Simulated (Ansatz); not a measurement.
# BN (P6_3/mmc): refractive index against wavelength

The refractive index of BN (P6_3/mmc) along x below the direct gap (4.69 eV on the mesh) is read from one computed spectrum, n = √(Re ε). x, y and z are the Cartesian axes of the input cell.

It takes space group P6_3/mmc (No. 194, hexagonal). Conventional cell: a = 2.498 Å, b = 2.498 Å, c = 6.636 Å, α = 90.00°, β = 90.00°, γ = 120.00°. N on site d has 3 B at 1.44 Å as nearest neighbours. B on site c has 3 N at 1.44 Å as nearest neighbours.

Method: Ansatz 0.2.0, PBE, independent particles, k-mesh 15×15×5 with interpolation inside its cells, Gaussian parameter 0.2 eV.

Launch of the response step: `ansatz run input.yaml --threads 4 --pin off --max-ram 8192MiB --backend cpu --events-out ev --progress --plain --runs-dir out`. The run took 8 s, on 4 threads of Arm Neoverse V1, with other jobs on the host.

| wavelength (nm) | photon energy E (eV) | n |
| --- | --- | --- |
| 1064 | 1.165 | 2.2241 |
| 850 | 1.459 | 2.2388 |
| 700 | 1.771 | ? |
| 633 | 1.959 | 2.2739 |
| 532 | 2.331 | 2.3101 |
| 450 | 2.755 | 2.3658 |
| 405 | 3.061 | 2.4191 |

In the single-oscillator model n² − 1 = E₀E_d/(E₀² − E²), so 1/(n² − 1) = E₀/E_d − E²/(E₀E_d) is linear in E².

Working, on the rows shown:

| x = E² (eV²) | y = 1/(n² − 1) |
| --- | --- |
| 1.35784 | 0.253381 |
| 2.12762 | 0.249238 |
| 3.83641 | 0.239772 |
| 5.43137 | 0.230597 |
| 7.59115 | 0.217533 |
| 9.37179 | 0.206099 |

Means: x̄ = 4.9527, ȳ = 0.23277. Σ(x − x̄)(y − ȳ) = -0.2875, Σ(x − x̄)² = 48.87. Slope = -0.2875 / 48.87 = -0.005884; intercept = ȳ − slope · x̄ = 0.26191. Turned back into n, the line misses the rows shown by at most 0.0033.

Q: Fill in the last column of the withheld row.

A: At x = 3.1372 the line gives y = 0.24345, that is 2.2600. The run gave 2.2591, so the interpolation is off by 0.00089, 0.5 % of the range in the table.

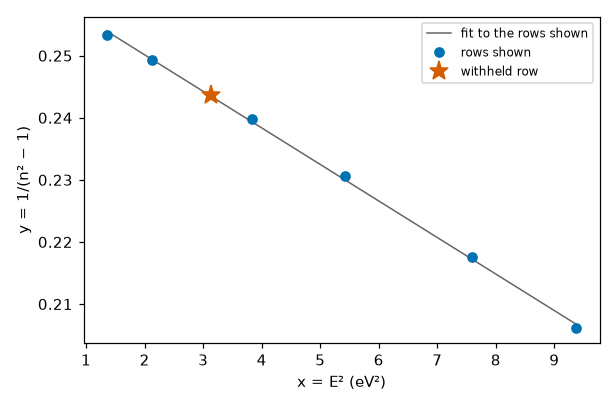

Refitted with all rows, the slope is -0.005891 and the intercept 0.26198. These give E₀ = √(intercept/−slope) = 6.67 eV and E_d = E₀/intercept = 25.5 eV; E₀ is 1.4 times the direct gap. The electronic limit at long wavelengths, without lattice vibrations, is n = √(1 + 1/intercept) = 2.195. The cell comes from an older database entry, whose edges can be off by a per cent or so. Excitons are left out and so are local fields; PBE gaps are as a rule too small.
